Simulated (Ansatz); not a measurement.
**Geometry relaxation, with input and output: Ti (part 2 of 2)**

The same run, continued: Ti (P6/mmm, 3 atoms in the cell); DFT, PBE, PAW with Ansatz's default frozen-core files, scalar-relativistic, no spin polarisation (Ansatz 0.2.0); cutoff 420 eV, 9×9×12 k-mesh, Fermi–Dirac smearing of 0.1 eV. The structure was built on a prototype by a generator; it need not be a known phase. Its volume is 0.70 times that of the source entry. It belongs to a series of runs on one base structure; here: omega relaxed under pressure, PAW files.

Geometry of the input (Å; fractional positions):
```
4.0866  0.0000  0.0000
-2.0433  3.5391  0.0000
0.0000  0.0000  2.5337
Ti 0.0000  0.0000  0.0000
Ti 0.3333  0.6667  0.5000
Ti 0.6667  0.3333  0.5000
```

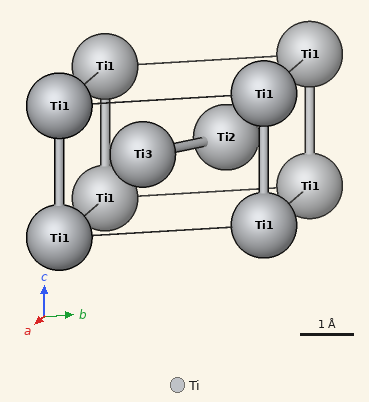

*The geometry at step 2 of the log (ball-and-stick view of the cell of the calculation, seen slightly off an axis; atoms are numbered from 1 in the order of the input).*

**Log, continued**
```
SCF iter   1: F=—  HF=-7496.620412 eV  |F-HF|=—  |Δ(HF+E_count)|=         —  Δρ=9.10e-5  dr2=4.83e-6  ethr=1.54e-8  ⟨swp⟩=2.1  Hψ=10695  notcnv=0
preconditioner: auto → none  [metal: Δε(μ)=0.009 eV  Ē_g=21.421 eV  σ=0.100 eV  W_gap=0.02  n_scr=8 (ndim 8)  ℏωp=33.6 eV  f_vac=0.000  D(μ)=2.27/eV (n_scr^D=26)]
SCF iter   2: F=—  HF=-7496.620377 eV  |F-HF|=—  |Δ(HF+E_count)|=   3.47e-5  Δρ=3.20e-5  dr2=4.78e-7  ethr=1.34e-8  ⟨swp⟩=1.4  Hψ=1903  notcnv=0
iter 3 did not close the SCF: its close was put off for the readings that it lacked (scf_convergence_deferred on its scf_iter line)
SCF iter   3: F=-7496.620377 eV  HF=-7496.620377 eV  |F-HF|=1.57e-9  |Δ(HF+E_count)|=   2.17e-7  Δρ=5.64e-6  dr2=9.54e-9  ethr=1.33e-9  ⟨swp⟩=2.0  Hψ=2241  notcnv=0
iter 4 did not close the SCF: its close was put off for the readings that it lacked (scf_convergence_deferred on its scf_iter line)
SCF iter   4: F=-7496.620377 eV  HF=-7496.620377 eV  |F-HF|=8.87e-10  |Δ(HF+E_count)|=   5.97e-9  Δρ=1.58e-6  dr2=8.64e-10  ethr=2.65e-11  ⟨swp⟩=2.1  Hψ=3208  notcnv=0
iter 5 did not close the SCF: its close was put off for the readings that it lacked (scf_convergence_deferred on its scf_iter line)
SCF iter   5: F=-7496.620377 eV  HF=-7496.620377 eV  |F-HF|=1.00e-11  |Δ(HF+E_count)|=  3.01e-10  Δρ=1.80e-7  dr2=1.19e-11  ethr=2.40e-12  ⟨swp⟩=2.2  Hψ=3289  notcnv=0
SCF iter   6: F=-7496.620377 eV  HF=-7496.620377 eV  |F-HF|=1.82e-12  |Δ(HF+E_count)|=  2.73e-12  Δρ=1.59e-8  dr2=1.60e-13  ethr=1.00e-12  ⟨swp⟩=1.0  Hψ=4032  notcnv=0
SCF 4 converged in 6 iterations: F = -7496.620377 eV  dr2 = 1.60e-13
relax step   4: F+E_penalty+E_count = -7496.62037720 eV  Δ(F+E_penalty+E_count) = -2.096e-2 eV  max|allowed force component| = 7.216e-16 eV/Å  Δτ_max = 0.0000 Å  P = +67.911 GPa  Ω = 36.659 Å³  energy of the carried Pulay correction = -1.223e-5 eV  (6 SCF iters, dr2 threshold 3.00e-7 eV, accepted)
Crystal: 3 atoms, lattice volume = 36.648 Å³
iter 1 solved again at ethr=2.83e-10 eV; its pass at ethr=3.10e-3 eV (dr2=1.02e-7 eV) is discarded
SCF iter   1: F=—  HF=-7496.616016 eV  |F-HF|=—  |Δ(HF+E_count)|=         —  Δρ=1.83e-5  dr2=1.08e-7  ethr=2.83e-10  ⟨swp⟩=2.1  Hψ=10737  notcnv=0
iter 2 did not close the SCF: its close was put off for the readings that it lacked (scf_convergence_deferred on its scf_iter line)
SCF iter   2: F=-7496.615981 eV  HF=-7496.615981 eV  |F-HF|=4.56e-9  |Δ(HF+E_count)|=   3.54e-5  Δρ=6.34e-6  dr2=1.06e-8  ethr=2.83e-10  ⟨swp⟩=2.2  Hψ=2352  notcnv=0
iter 3 did not close the SCF: its close was put off for the readings that it lacked (scf_convergence_deferred on its scf_iter line)
SCF iter   3: F=-7496.615981 eV  HF=-7496.615981 eV  |F-HF|=3.09e-10  |Δ(HF+E_count)|=   9.47e-9  Δρ=1.07e-6  dr2=2.08e-10  ethr=2.96e-11  ⟨swp⟩=2.0  Hψ=2326  notcnv=0
iter 4 did not close the SCF: its close was put off for the readings that it lacked (scf_convergence_deferred on its scf_iter line)
SCF iter   4: F=-7496.615981 eV  HF=-7496.615981 eV  |F-HF|=2.64e-11  |Δ(HF+E_count)|=  3.57e-10  Δρ=2.90e-7  dr2=2.33e-11  ethr=1.00e-12  ⟨swp⟩=2.9  Hψ=3628  notcnv=0
iter 5 did not close the SCF: its close was put off for the readings that it lacked (scf_convergence_deferred on its scf_iter line)
SCF iter   5: F=-7496.615981 eV  HF=-7496.615981 eV  |F-HF|=9.09e-13  |Δ(HF+E_count)|=  1.09e-11  Δρ=3.53e-8  dr2=3.91e-13  ethr=1.00e-12  ⟨swp⟩=1.0  Hψ=1848  notcnv=0
SCF iter   6: F=-7496.615981 eV  HF=-7496.615981 eV  |F-HF|=3.64e-12  |Δ(HF+E_count)|=  9.09e-13  Δρ=5.00e-9  dr2=3.23e-15  ethr=1.00e-12  ⟨swp⟩=1.0  Hψ=4034  notcnv=0
SCF 5 converged in 6 iterations: F = -7496.615981 eV  dr2 = 3.23e-15
relax step   5: F+E_penalty+E_count = -7496.61598086 eV  Δ(F+E_penalty+E_count) = +4.396e-3 eV  max|allowed force component| = 6.384e-16 eV/Å  Δτ_max = 0.0000 Å  P = +68.000 GPa  Ω = 36.648 Å³  energy of the carried Pulay correction = -8.803e-6 eV  (6 SCF iters, dr2 threshold 4.22e-8 eV, accepted)
Initial wavefunctions: pseudopotential atomic-orbital guess (no wavefunctions were taken with the density)
iter 1 solved again at ethr=2.27e-8 eV; its pass at ethr=3.10e-3 eV (dr2=8.18e-6 eV) is discarded
SCF iter   1: F=—  HF=-7496.616021 eV  |F-HF|=—  |Δ(HF+E_count)|=         —  Δρ=1.34e-5  dr2=8.73e-9  ethr=2.27e-8  ⟨swp⟩=3.0  Hψ=11220  notcnv=0
SCF iter   2: F=—  HF=-7496.615983 eV  |F-HF|=—  |Δ(HF+E_count)|=   3.78e-5  Δρ=6.17e-6  dr2=1.60e-9  ethr=2.43e-11  ⟨swp⟩=2.0  Hψ=3355  notcnv=0
SCF iter   3: F=—  HF=-7496.615983 eV  |F-HF|=—  |Δ(HF+E_count)|=   5.44e-9  Δρ=8.35e-7  dr2=3.78e-11  ethr=4.44e-12  ⟨swp⟩=2.3  Hψ=2944  notcnv=0
iter 4 did not close the SCF: its close was put off for the readings that it lacked (scf_convergence_deferred on its scf_iter line)
SCF iter   4: F=-7496.615983 eV  HF=-7496.615983 eV  |F-HF|=2.73e-12  |Δ(HF+E_count)|=  1.06e-10  Δρ=5.78e-8  dr2=7.12e-13  ethr=1.00e-12  ⟨swp⟩=1.0  Hψ=1848  notcnv=0
iter 5 did not close the SCF: its close was put off for the readings that it lacked (scf_convergence_deferred on its scf_iter line)
SCF iter   5: F=-7496.615983 eV  HF=-7496.615983 eV  |F-HF|=1.82e-12  |Δ(HF+E_count)|=  9.09e-13  Δρ=1.67e-8  dr2=4.62e-14  ethr=1.00e-12  ⟨swp⟩=1.0  Hψ=1848  notcnv=0
iter 6 did not close the SCF: its close was put off for the readings that it lacked (scf_convergence_deferred on its scf_iter line)
SCF iter   6: F=-7496.615983 eV  HF=-7496.615983 eV  |F-HF|=9.09e-13  |Δ(HF+E_count)|=    0.00e0  Δρ=4.21e-9  dr2=2.11e-15  ethr=1.00e-12  ⟨swp⟩=1.0  Hψ=1848  notcnv=0
iter 7 did not close the SCF: its close was put off for the readings that it lacked (scf_convergence_deferred on its scf_iter line)
SCF iter   7: F=-7496.615983 eV  HF=-7496.615983 eV  |F-HF|=9.09e-13  |Δ(HF+E_count)|=    0.00e0  Δρ=5.09e-10  dr2=3.33e-17  ethr=1.00e-12  ⟨swp⟩=1.0  Hψ=1848  notcnv=0
SCF iter   8: F=-7496.615983 eV  HF=-7496.615983 eV  |F-HF|=0.00e0  |Δ(HF+E_count)|=  9.09e-13  Δρ=4.82e-11  dr2=4.32e-19  ethr=1.00e-12  ⟨swp⟩=1.0  Hψ=4032  notcnv=0
SCF 6 converged in 8 iterations: F = -7496.615983 eV  dr2 = 4.32e-19
relax step   6: F+E_penalty+E_count = -7496.61598333 eV  Δ(F+E_penalty+E_count) = -2.476e-6 eV  max|allowed force component| = 6.384e-16 eV/Å  Δτ_max = 0.0000 Å  P = +68.000 GPa  Ω = 36.648 Å³  stress off target by 3.65e-3 GPa  SCF on the basis re-selected at this cell (its energy is not comparable with the rows above)  (8 SCF iters)
basis re-selected at this cell: Δ(F+E_penalty+E_count) = -2.476e-6 eV, ΔP = +0.000 GPa vs the last step (what re-selecting the basis moved, of the pressure what is left beyond the Pulay correction that the steps carried, after the strain that the cell walked since its last selection, with what the two solves' SCF thresholds leave and, on support functions, any second-order correction that the steps lacked; it is no measure of the basis error at this ecutwfc). This SCF's stress stands 3.65e-3 GPa from its target on what of the cell is left free (relax.cell.stress_tol is 3.40e-2 GPa) and its largest allowed force component is 6.38e-16 eV/Å (relax.f_tol is 5.00e-3 eV/Å): within both
SCF converged after 8 iterations
Free energy (F): -7496.615983 eV
Harris-Foulkes:  -7496.615983 eV  (|F-HF|=0.00e0)
Internal energy: -7496.538793 eV  (E = F + TS)
E sigma→0 (E₀):  -7496.577388 eV
Entropy (-TS):   -0.077191 eV (-25.730 meV/atom)
Fermi energy:    19.686963 eV
--- Per-component energies (eV) ---
  E_band       = -231.609134
  E_kinetic    = 851.659061
  E_local      = -1856.444371  (includes V_loc(G=0)·N_el)
  E_nonlocal   = 29.772772
  E_hartree    = 823.217852
  E_xc         = -302.184068
  E_vxc        = -379.151806  (∫ρ·V_xc dr)
  E_paw        = -3149.722821  (= ΣΔE_a)
  E_vpaw       = -523.880830  (= ΣTr[D̂ρ^β])
  E_aug_tail   = 0.000335  (compensation charges beyond the density's cutoff)
  E_ewald      = -3892.837553
  E_smearing   = -0.077191  (= −TS)
  E_closure    = -0.000000  (closes the sum)
  Σ components = -7496.615983   (vs F -7496.615983, Δ=0.00e0)
--- Forces (eV/Å), atoms counted from 1 ---
  atom   1  Ti     0.00000000     0.00000000     0.00000000
  atom   2  Ti     0.00000000    -0.00000000    -0.00000000
  atom   3  Ti     0.00000000     0.00000000     0.00000000
  max |Σ_I F_I| component: 1.48e-16 eV/Å
--- Stress (GPa, compression-positive) ---
       68.001905       0.000000       0.000000
        0.000000      68.001905       0.000000
        0.000000       0.000000      67.996352
  P = ⅓ Tr σ = 68.0001 GPa (680.001 kbar)
--- Band table (eV; the first three rows and the last of 84) ---
  k-point 0: bands = ["-36.6759", "-36.1983", "-35.8577", "-13.3136", "-13.3136", "-13.0725", "-13.0725", "-12.2980", "-11.8329", "-11.7154", "-11.6586", "-11.6586", "13.2905", "16.5752", "19.0660", "19.0660", "19.1577", "19.1577", "19.8420", "20.6503", "21.4373", "21.4373"]
  k-point 1: bands = ["-36.6562", "-36.1939", "-35.8466", "-13.3011", "-13.3011", "-13.0496", "-13.0496", "-12.3746", "-11.9262", "-11.7890", "-11.6651", "-11.6651", "13.5100", "16.7869", "18.7972", "18.7972", "18.9942", "18.9942", "20.1449", "20.8515", "21.3668", "21.3668"]
  k-point 2: bands = ["-36.6003", "-36.1833", "-35.8160", "-13.2670", "-13.2670", "-12.9851", "-12.9851", "-12.5790", "-12.1783", "-11.9875", "-11.6848", "-11.6848", "14.1277", "17.3490", "18.1541", "18.1541", "18.5774", "18.5774", "21.0148", "21.3429", "21.3429", "21.4505"]
  k-point 83: bands = ["-36.2287", "-35.9875", "-35.9875", "-13.8057", "-13.2880", "-13.2880", "-12.7234", "-12.4707", "-12.4707", "-12.4230", "-12.4230", "-11.5740", "15.7510", "17.9217", "17.9217", "18.2326", "18.2492", "18.2492", "20.4608", "20.4608", "20.7392", "20.7392"]
--- Relaxed structure (5 steps of the walk, 5 accepted, 1 SCFs on fresh bases) ---
  F+E_penalty+E_count = -7496.61598333 eV   max|allowed force component| = 6.384e-16 eV/Å   (the final SCF, on the basis selected at the relaxed cell)
  cell:  # Å, volume = 36.6484 Å³
    - [4.072970205001041, -2.5275229178573375e-33, 9.873136397880225e-36]
    - [-2.0364851025005204, 3.5272956663880146, -3.290422748200573e-33]
    - [6.121344566771086e-36, -2.352126649781789e-33, 2.5509530478342963]
  atoms:
    - { symbol: Ti, position: [-2.844923521923776e-34, 1.9462304801573124e-35, -4.118046071574423e-84] }
    - { symbol: Ti, position: [0.3333333333333333, 0.6666666666666666, 0.5] }
    - { symbol: Ti, position: [0.6666666666666666, 0.3333333333333333, 0.5] }
```

**Trajectory as extended XYZ (Å, eV, eV/Å), 6 frames, from step=1 to step=6**
```
3
Lattice="4.0866 0.0000 0.0000 -2.0433 3.5391 0.0000 0.0000 0.0000 2.5337" Properties=species:S:1:pos:R:3:forces:R:3 step=1 energy=-7496.61170 pressure_GPa=68.09
Ti    0.0000    0.0000    0.0000    0.0000   0.0000   0.0000
Ti    0.0000    2.3594    1.2668    0.0000   0.0000   0.0000
Ti    2.0433    1.1797    1.2668    0.0000   0.0000   0.0000
3
Lattice="4.0793 0.0000 0.0000 -2.0397 3.5328 0.0000 0.0000 0.0000 2.5452" Properties=species:S:1:pos:R:3:forces:R:3 step=2 energy=-7496.62896 pressure_GPa=67.75
Ti    0.0000    0.0000    0.0000    0.0000   0.0000   0.0000
Ti    0.0000    2.3552    1.2726    0.0000   0.0000   0.0000
Ti    2.0397    1.1776    1.2726    0.0000   0.0000   0.0000
3
Lattice="4.0712 0.0000 0.0000 -2.0356 3.5257 0.0000 0.0000 0.0000 2.5505" Properties=species:S:1:pos:R:3:forces:R:3 step=3 energy=-7496.59942 pressure_GPa=68.33
Ti    0.0000    0.0000    0.0000    0.0000   0.0000   0.0000
Ti    0.0000    2.3505    1.2752    0.0000   0.0000   0.0000
Ti    2.0356    1.1752    1.2752    0.0000   0.0000   0.0000
3
Lattice="4.0731 0.0000 0.0000 -2.0365 3.5274 0.0000 0.0000 0.0000 2.5515" Properties=species:S:1:pos:R:3:forces:R:3 step=4 energy=-7496.62038 pressure_GPa=67.91
Ti    0.0000    0.0000    0.0000    0.0000   0.0000   0.0000
Ti    0.0000    2.3516    1.2758    0.0000   0.0000   0.0000
Ti    2.0365    1.1758    1.2758    0.0000   0.0000   0.0000
3
Lattice="4.0730 0.0000 0.0000 -2.0365 3.5273 0.0000 0.0000 0.0000 2.5510" Properties=species:S:1:pos:R:3:forces:R:3 step=5 energy=-7496.61598 pressure_GPa=68.00
Ti    0.0000    0.0000    0.0000    0.0000   0.0000   0.0000
Ti    0.0000    2.3515    1.2755    0.0000   0.0000   0.0000
Ti    2.0365    1.1758    1.2755    0.0000   0.0000   0.0000
3
Lattice="4.0730 0.0000 0.0000 -2.0365 3.5273 0.0000 0.0000 0.0000 2.5510" Properties=species:S:1:pos:R:3:forces:R:3 step=6 energy=-7496.61598 pressure_GPa=68.00
Ti    0.0000    0.0000    0.0000    0.0000   0.0000   0.0000
Ti    0.0000    2.3515    1.2755    0.0000   0.0000   0.0000
Ti    2.0365    1.1758    1.2755    0.0000   0.0000   0.0000
```

**Results in brief**

| quantity | value |
| --- | --- |
| outcome | converged |
| space group (tolerance 0.01 Å) | P6/mmm (191) |
| electrons treated | 36 |
| free energy | −7496.6160 eV |
| Fermi energy | 19.687 eV |
| pressure | 68.00 GPa |
| final volume | 36.65 Å³ |
| largest force (length of the vector) at the end | under 0.001 eV/Å |
| final cell | a = 4.073 Å, b = 4.073 Å, c = 2.551 Å, α = 90.00°, β = 90.00°, γ = 120.00° |
| hardware | 1 thread of Arm Neoverse V1, 24 GiB of memory available, shared host |
| wall time | 26 s |
| peak memory | 0.35 GiB |

The cell was relaxed to the target pressure of the input; what is minimised is then the enthalpy E + pV.
